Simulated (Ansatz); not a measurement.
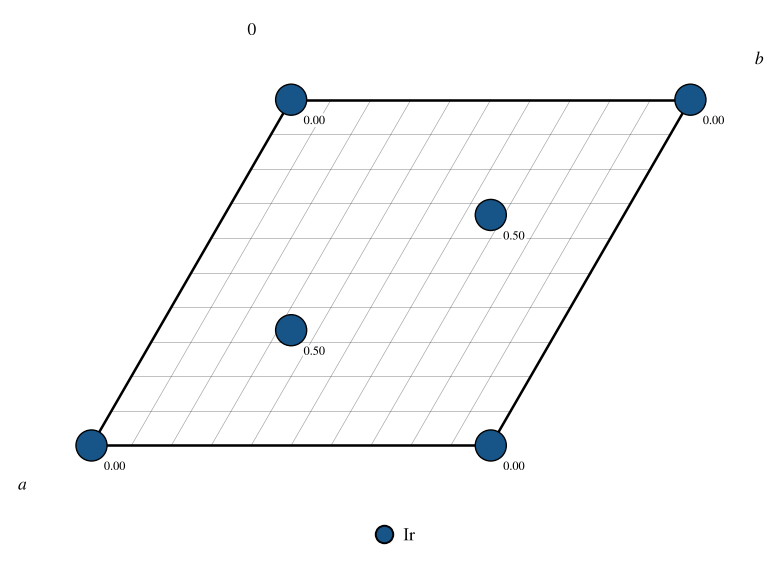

Plan of a unit cell projected along c (a down the page, b across); the numbers are heights as fractions of c, and atoms on the cell's edges are repeated. The grid marks tenths of a and b. Source: the geometry relaxed with DFT, PBE, plane waves (420 eV) with PAW, scalar-relativistic (Ansatz 0.2.0); the starting structure was generated, so it need not be a known form of this composition. All values are computed from the atomic coordinates in the standard setting (tolerance 0.002 Å).

a = 4.380 Å, b = 4.380 Å, c = 2.705 Å, α = 90.00°, β = 90.00°, γ = 120.00°.

What does the cell contain?

3 Ir: Ir, Z = 3.

Which space group?

P6/mmm, No. 191, primitive hexagonal.

Give the fractional coordinates of all atoms, to two places.

| atom | x | y | z |
| --- | --- | --- | --- |
| Ir | 0.00 | 0.00 | 0.00 |
| Ir | 0.33 | 0.67 | 0.50 |
| Ir | 0.67 | 0.33 | 0.50 |
